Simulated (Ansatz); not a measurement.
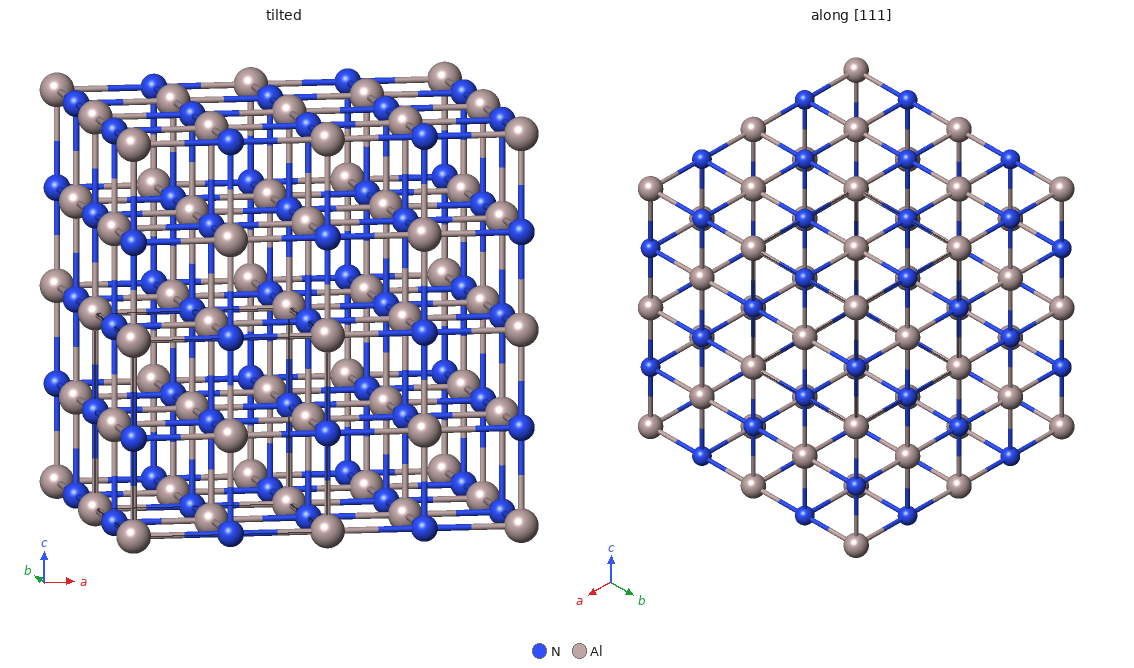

Structure drawing (ball-and-stick), viewed slightly off an axis and along [111]. One drawn cell (a repeat of the simulation cell) is drawn solid; the view covers 2×2×2 cells. Cell: a = 4.033 Å, b = 4.038 Å, c = 4.039 Å, α = 90.00°, β = 90.00°, γ = 90.00°.

Describe the arrangement of the atoms.

This is AlN. Within 0.01 Å the space group is Fm-3m (No. 225), face-centred cubic: rock salt (NaCl type). The cell comprises 4 formula units: 4 Al, 4 N. Each N atom is coordinated by six Al in an octahedral arrangement at about 2.0 Å. Al bonds to six N in an octahedral arrangement at about 2.0 Å. The bonds build a three-dimensional framework.

Starting structure: a structure listed in the Materials Project, with elements exchanged, so it need not be a known form of the compound. The geometry comes from a coarse first relaxation with DFT r2SCAN, scalar-relativistic, plane waves, PAW in Ansatz.
